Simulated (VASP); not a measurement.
Run report: HfO2, single-point calculation at one volume of an equation of state (part 2 of 2)

HfO2 (Pnma, 12 atoms in the cell); Kohn-Sham DFT of a periodic cell, PBE, VASP PAW PBE potentials, recommended, no spin polarisation (VASP 6.6.1); cutoff 520 eV, 5×8×4 k-mesh, fermi-dirac of 0.05 eV. The structure derives from a Materials Project entry. Its volume is 1.02 times that of the source entry. It belongs to a series of runs on one base structure; here: volume scaled by 1.02.

Geometry of the input (Å; fractional positions):
```
5.5932  0.0000  0.0000
0.0000  3.3557  0.0000
0.0000  0.0000  6.5481
Hf 0.7487  0.7500  0.6079
Hf 0.2513  0.2500  0.3921
Hf 0.2487  0.7500  0.8921
Hf 0.7513  0.2500  0.1079
O  0.6395  0.2500  0.4234
O  0.3605  0.7500  0.5766
O  0.1395  0.2500  0.0766
O  0.8605  0.7500  0.9234
O  0.5208  0.2500  0.8415
O  0.4792  0.7500  0.1585
O  0.0208  0.2500  0.6585
O  0.9792  0.7500  0.3415
```

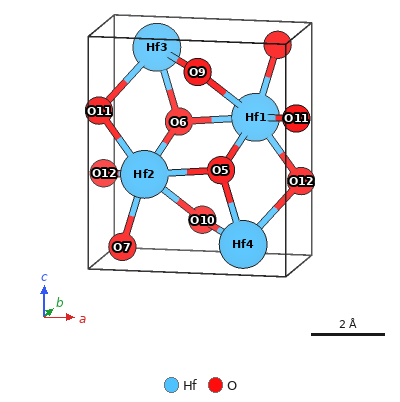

*The structure (ball-and-stick view of the cell of the calculation, seen slightly off an axis; atoms are numbered from 1 in the order of the input).*

**Parts of OUTCAR, continued**
```
 k-point     3 :       0.4000    0.0000    0.0000
  band No.  band energies     occupation
      1     -25.3818      2.00000
      2     -25.3759      2.00000
      3     -25.2252      2.00000
      4     -25.0763      2.00000
      5     -25.0009      2.00000
      6     -24.9826      2.00000
      7     -24.9796      2.00000
      8     -24.9790      2.00000
      9     -24.9586      2.00000
     10     -24.9542      2.00000
     11     -24.9341      2.00000
     12     -24.9259      2.00000
     13     -13.5635      2.00000
     14     -13.0748      2.00000
     15     -12.2279      2.00000
     16     -12.0205      2.00000
     17     -11.8766      2.00000
     18     -11.8352      2.00000
     19     -11.4568      2.00000
     20     -11.4025      2.00000
     21      -0.5793      2.00000
     22      -0.3935      2.00000
     23      -0.3409      2.00000
     24      -0.3367      2.00000
     25       0.2416      2.00000
     26       0.3178      2.00000
     27       0.6307      2.00000
     28       0.8174      2.00000
     29       1.2714      2.00000
     30       1.3638      2.00000
     31       1.3774      2.00000
     32       1.4102      2.00000
     33       2.1687      2.00000
     34       2.5911      2.00000
     35       2.6421      2.00000
     36       2.7447      2.00000
     37       2.9031      2.00000
     38       3.0123      2.00000
     39       3.4915      2.00000
     40       3.5020      2.00000
     41       3.7268      2.00000
     42       4.0262      2.00000
     43       4.1250      2.00000
     44       4.3504      2.00000
     45       8.5667      0.00000
     46       8.8729      0.00000
     47       9.7572      0.00000
     48      10.0164      0.00000
     49      10.0261      0.00000
     50      10.1489      0.00000
     51      10.5509      0.00000
     52      10.7396      0.00000
     53      10.7850      0.00000
     54      10.8179      0.00000
     55      11.3485      0.00000
     56      11.3740      0.00000

 k-point     4 :       0.0000    0.1250    0.0000
  band No.  band energies     occupation
      1     -25.3929      2.00000
      2     -25.2639      2.00000
      3     -25.2202      2.00000
      4     -25.1212      2.00000
      5     -25.0755      2.00000
      6     -25.0596      2.00000
      7     -25.0288      2.00000
      8     -24.9942      2.00000
      9     -24.9668      2.00000
     10     -24.9667      2.00000
     11     -24.9302      2.00000
     12     -24.8943      2.00000
     13     -13.9478      2.00000
     14     -12.4985      2.00000
     15     -12.4140      2.00000
     16     -12.0287      2.00000
     17     -11.7168      2.00000
     18     -11.6109      2.00000
     19     -11.5963      2.00000
     20     -11.4583      2.00000
     21      -0.5965      2.00000
     22      -0.3111      2.00000
     23      -0.2760      2.00000
     24      -0.1503      2.00000
     25      -0.0228      2.00000
     26       0.7285      2.00000
     27       0.9377      2.00000
     28       0.9453      2.00000
     29       1.0635      2.00000
     30       1.3429      2.00000
     31       1.3761      2.00000
     32       1.6542      2.00000
     33       1.6716      2.00000
     34       2.0422      2.00000
     35       2.3098      2.00000
     36       2.7439      2.00000
     37       2.8741      2.00000
     38       3.1735      2.00000
     39       3.4025      2.00000
     40       3.6316      2.00000
     41       3.7403      2.00000
     42       4.0944      2.00000
     43       4.1146      2.00000
     44       4.4258      2.00000
     45       8.0142      0.00000
     46       8.8979      0.00000
     47       9.0221      0.00000
     48       9.8507      0.00000
     49      10.2286      0.00000
     50      10.3622      0.00000
     51      10.5016      0.00000
     52      10.9920      0.00000
     53      11.0270      0.00000
     54      11.2188      0.00000
     55      11.3450      0.00000
     56      11.3752      0.00000

 k-point     5 :       0.2000    0.1250    0.0000
  band No.  band energies     occupation
      1     -25.3623      2.00000
      2     -25.3140      2.00000
      3     -25.2660      2.00000
      4     -25.0753      2.00000
      5     -25.0394      2.00000
      6     -25.0245      2.00000
      7     -25.0214      2.00000
      8     -24.9894      2.00000
      9     -24.9848      2.00000
     10     -24.9763      2.00000
     11     -24.9392      2.00000
     12     -24.9246      2.00000
     13     -13.8082      2.00000
     14     -12.6348      2.00000
     15     -12.3416      2.00000
     16     -12.0157      2.00000
     17     -11.7765      2.00000
     18     -11.7056      2.00000
     19     -11.5601      2.00000
     20     -11.4445      2.00000
     21      -0.5589      2.00000
     22      -0.4935      2.00000
     23      -0.4324      2.00000
     24      -0.0369      2.00000
     25      -0.0236      2.00000
     26       0.6439      2.00000
     27       0.6872      2.00000
     28       0.7522      2.00000
     29       1.2753      2.00000
     30       1.3512      2.00000
     31       1.5024      2.00000
     32       1.6807      2.00000
     33       1.8134      2.00000
     34       2.2458      2.00000
     35       2.4924      2.00000
     36       2.7550      2.00000
     37       3.0831      2.00000
     38       3.0949      2.00000
     39       3.2981      2.00000
     40       3.4771      2.00000
     41       3.6837      2.00000
     42       3.7579      2.00000
     43       4.3762      2.00000
     44       4.4320      2.00000
     45       8.2512      0.00000
     46       9.0146      0.00000
     47       9.3671      0.00000
     48       9.8346      0.00000
     49      10.2527      0.00000
     50      10.4150      0.00000
     51      10.4940      0.00000
     52      10.6410      0.00000
     53      10.9127      0.00000
     54      11.2607      0.00000
     55      11.2867      0.00000
     56      11.3514      0.00000

 k-point     6 :       0.4000    0.1250    0.0000
  band No.  band energies     occupation
      1     -25.3626      2.00000
      2     -25.3599      2.00000
      3     -25.2220      2.00000
      4     -25.0915      2.00000
      5     -25.0377      2.00000
      6     -25.0055      2.00000
      7     -24.9958      2.00000
      8     -24.9793      2.00000
      9     -24.9781      2.00000
     10     -24.9722      2.00000
     11     -24.9609      2.00000
     12     -24.9563      2.00000
     13     -13.4411      2.00000
     14     -12.9885      2.00000
     15     -12.1827      2.00000
     16     -12.0211      2.00000
     17     -11.8601      2.00000
     18     -11.8534      2.00000
     19     -11.5055      2.00000
     20     -11.4588      2.00000
     21      -0.6985      2.00000
     22      -0.6846      2.00000
     23      -0.4230      2.00000
     24      -0.2633      2.00000
     25       0.3043      2.00000
     26       0.5055      2.00000
     27       0.5604      2.00000
     28       0.5807      2.00000
     29       1.2314      2.00000
     30       1.4059      2.00000
     31       1.7427      2.00000
     32       1.9581      2.00000
     33       1.9999      2.00000
     34       2.4383      2.00000
     35       2.5181      2.00000
     36       2.5652      2.00000
     37       2.8017      2.00000
     38       2.9804      2.00000
     39       3.4186      2.00000
     40       3.5821      2.00000
     41       3.7877      2.00000
     42       3.9673      2.00000
     43       4.2231      2.00000
     44       4.3100      2.00000
     45       8.6981      0.00000
     46       8.9989      0.00000
     47       9.8091      0.00000
     48       9.8950      0.00000
     49      10.2576      0.00000
     50      10.3177      0.00000
     51      10.5724      0.00000
     52      10.6388      0.00000
     53      10.8496      0.00000
     54      11.0980      0.00000
     55      11.3798      0.00000
     56      11.4624      0.00000

 [... further k-points ...]

------------------------ aborting loop because EDIFF is reached ----------------------------------------

  FORCE on cell =-STRESS in cart. coord.  units (eV):
  Direction    XX          YY          ZZ          XY          YZ          ZX
  --------------------------------------------------------------------------------------
  -------------------------------------------------------------------------------------
  Total       -4.3070459     -4.2175972     -4.3904612     -0.0000000      0.0000000      0.0000000
  in kB      -56.1483158    -54.9822284    -57.2357495     -0.0000000      0.0000000      0.0000000
  external PRESSURE =     -56.1220979 kB  Pullay stress =       0.0000000 kB

 VOLUME and BASIS-vectors are now :
 -----------------------------------------------------------------------------
  energy-cutoff  :      520.00
  volume of cell :      122.90
      direct lattice vectors                 reciprocal lattice vectors
     5.593193390  0.000000000  0.000000000     0.178788740  0.000000000  0.000000000
     0.000000000  3.355674445  0.000000000     0.000000000  0.298002687  0.000000000
     0.000000000  0.000000000  6.548075693     0.000000000  0.000000000  0.152716622

 POSITION                                       TOTAL-FORCE (eV/Angst)
 -----------------------------------------------------------------------------------
      4.18752      2.51676      3.98039         0.038790      0.000000     -0.118496
      1.40567      0.83892      2.56769        -0.038790     -0.000000      0.118496
      1.39093      2.51676      5.84173         0.038790      0.000000      0.118496
      4.20227      0.83892      0.70635        -0.038790     -0.000000     -0.118496
      3.57684      0.83892      2.77246        -0.011902      0.000000      0.007481
      2.01635      2.51676      3.77562         0.011902     -0.000000     -0.007481
      0.78024      0.83892      0.50158        -0.011902      0.000000     -0.007481
      4.81295      2.51676      6.04649         0.011902      0.000000      0.007481
      2.91290      0.83892      5.50990        -0.019825      0.000000      0.124411
      2.68029      2.51676      1.03818         0.019825      0.000000     -0.124411
      0.11630      0.83892      4.31222        -0.019825     -0.000000     -0.124411
      5.47689      2.51676      2.23586         0.019825     -0.000000      0.124411
 -----------------------------------------------------------------------------------
    total drift:                                0.000000      0.000000      0.000000

  FREE ENERGIE OF THE ION-ELECTRON SYSTEM (eV)
  ---------------------------------------------------
  free  energy   TOTEN  =      -120.3403833344 eV

  energy  without entropy=     -120.3403833343  energy(sigma->0) =     -120.34038333
```

**CONTCAR**
```
HfO2
   1.00000000000000
     5.5931933902999997    0.0000000000000000    0.0000000000000000
     0.0000000000000000    3.3556744447000000    0.0000000000000000
     0.0000000000000000    0.0000000000000000    6.5480756926000003
  Hf              O
     4     8
Direct
     0.7486820000000023    0.7500000000000000    0.6078710000000029
     0.2513179999999977    0.2500000000000000    0.3921289999999971
     0.2486820000000023    0.7500000000000000    0.8921289999999971
     0.7513179999999977    0.2500000000000000    0.1078710000000029
     0.6394990000000007    0.2500000000000000    0.4234000000000009
     0.3605009999999993    0.7500000000000000    0.5765999999999991
     0.1394990000000007    0.2500000000000000    0.0765999999999991
     0.8605009999999993    0.7500000000000000    0.9234000000000009
     0.5207940000000022    0.2500000000000000    0.8414530000000013
     0.4792059999999978    0.7500000000000000    0.1585469999999987
     0.0207940000000022    0.2500000000000000    0.6585469999999987
     0.9792059999999978    0.7500000000000000    0.3414530000000013

  0.00000000E+00  0.00000000E+00  0.00000000E+00
  0.00000000E+00  0.00000000E+00  0.00000000E+00
  0.00000000E+00  0.00000000E+00  0.00000000E+00
  0.00000000E+00  0.00000000E+00  0.00000000E+00
  0.00000000E+00  0.00000000E+00  0.00000000E+00
  0.00000000E+00  0.00000000E+00  0.00000000E+00
  0.00000000E+00  0.00000000E+00  0.00000000E+00
  0.00000000E+00  0.00000000E+00  0.00000000E+00
  0.00000000E+00  0.00000000E+00  0.00000000E+00
  0.00000000E+00  0.00000000E+00  0.00000000E+00
  0.00000000E+00  0.00000000E+00  0.00000000E+00
  0.00000000E+00  0.00000000E+00  0.00000000E+00
```

**Summary**

- outcome: converged
- space group (tolerance 0.01 Å): Pnma (62)
- electrons treated: 88
- free energy: −120.3404 eV
- Fermi energy: 5.620 eV
- gap on the k-point mesh: 3.36 eV
- pressure: −5.61 GPa
- largest force (length of the vector): 0.126 eV/Å
- hardware: 1 thread of Intel Xeon (Sapphire Rapids), 192 GiB of memory available, shared host
- wall time: 4.8 min
- peak memory: 0.36 GiB

**Remarks**

Spin–orbit coupling is left out, which matters for Hf. The cell is under a tension of 5.6 GPa at this level, so it is not at its equilibrium volume.
